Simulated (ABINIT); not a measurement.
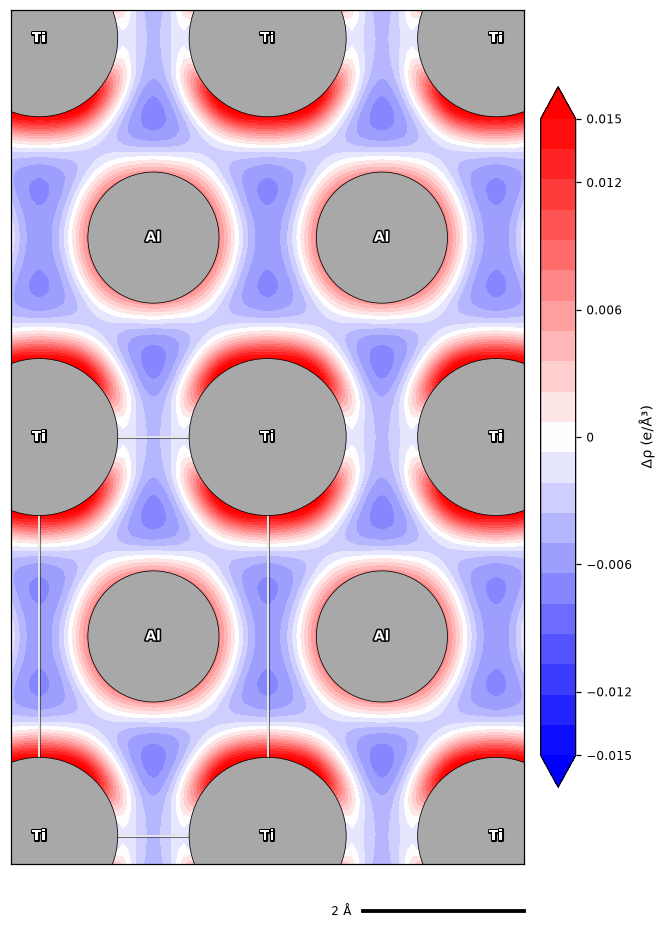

TiAl. Difference of the valence pseudo-densities of two functionals at the same geometry, on the (101̄) plane of the calculation cell: one of LDA and r2SCAN less the other.

Space group P4/mmm.

Both computed with ABINIT (plane waves, PAW), on the same k-point mesh. Grey discs cover the atomic cores.

> Which was subtracted from which, and what does the map show?

It is LDA less r2SCAN. Against r2SCAN, LDA gives more density around Ti (+0.007 e/Å³ on average at 1.1 Å from the nucleus) and a change of −0.006 e/Å³ at the midpoint of Al–Al.
